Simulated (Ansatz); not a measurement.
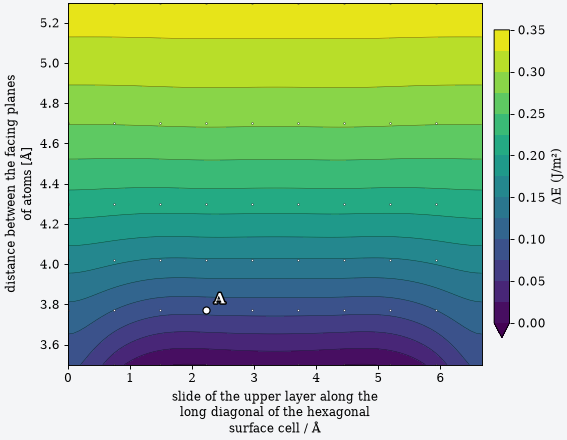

A bilayer of two Si sheets of the honeycomb type, the upper one turned by 180 degrees about the normal (4 atoms in the cell). 
- The upper layer of a bilayer is slid along a line and lifted, both layers rigid.
- Coordinates scanned: (1) slide of the upper layer along the long diagonal of the hexagonal surface cell, from Si4 above Si1; (2) distance between the facing planes of atoms.
- The grid has 9 × 6 points; 30 points were computed and 24 follow by symmetry.
- Points are written as (first, second).
- Energies: J/m², counted from the lowest grid point.
- Computed with DFT PBE+D3(BJ), scalar-relativistic, plane waves, PAW (Ansatz 0.2.0). Settings: cutoff 420 eV, k-mesh 9×9×1, gaussian smearing 0.1 eV, no spin polarisation.

The picture shows filled contours, dots at the grid points, the point A. Between grid points the surface is interpolated.

### Is A at rest? If not, where is it pushed?

A, at (2.22 Å, 3.77 Å), is not a stationary point. The computed force is nearly zero along the first coordinate and 0.28 J/m² for each Å towards smaller values of the second coordinate.

PAW datasets: the set soft_1.
